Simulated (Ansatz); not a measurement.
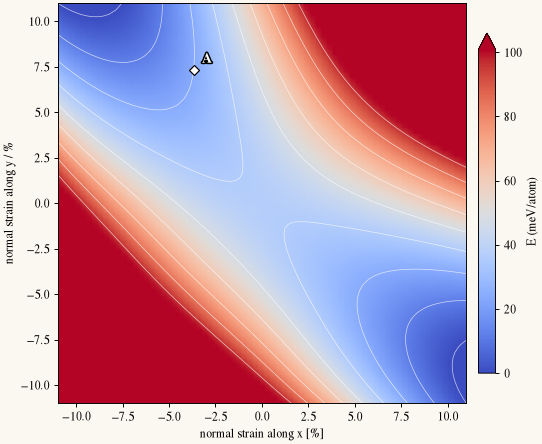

TiAl (Pm-3m, No. 221; 2 atoms in the cell). 
- The energy is mapped over two homogeneous strains (x, y and z along the cube axes).
- Coordinates scanned: (1) normal strain along x; (2) normal strain along y.
- Nothing is relaxed (symmetry fixes all fractional coordinates).
- Grid: 7 × 7 points; 28 points were computed and 21 follow by symmetry.
- Points are written as (first, second).
- Energies are in meV/atom, from the lowest grid point.
- Level of theory: Ansatz, DFT PBEsol, scalar-relativistic, plane waves, PAW. Settings: cutoff 520 eV, k-mesh 14×14×14, gaussian smearing 0.15 eV, no spin polarisation.

Drawn: a smooth colour map with a few white contour lines, one colour for all values above the top of the scale, the point A. Between grid points the surface is interpolated.

### Which way does the force act at A, and how strong is it?

A, at (−3.7 %, 7.3 %), is not a stationary point. The computed force is 5.5 meV/atom for each 1 % towards smaller values of normal strain along x and 0.54 meV/atom for each 1 % towards larger values of normal strain along y.

PAW datasets: the set soft_1.
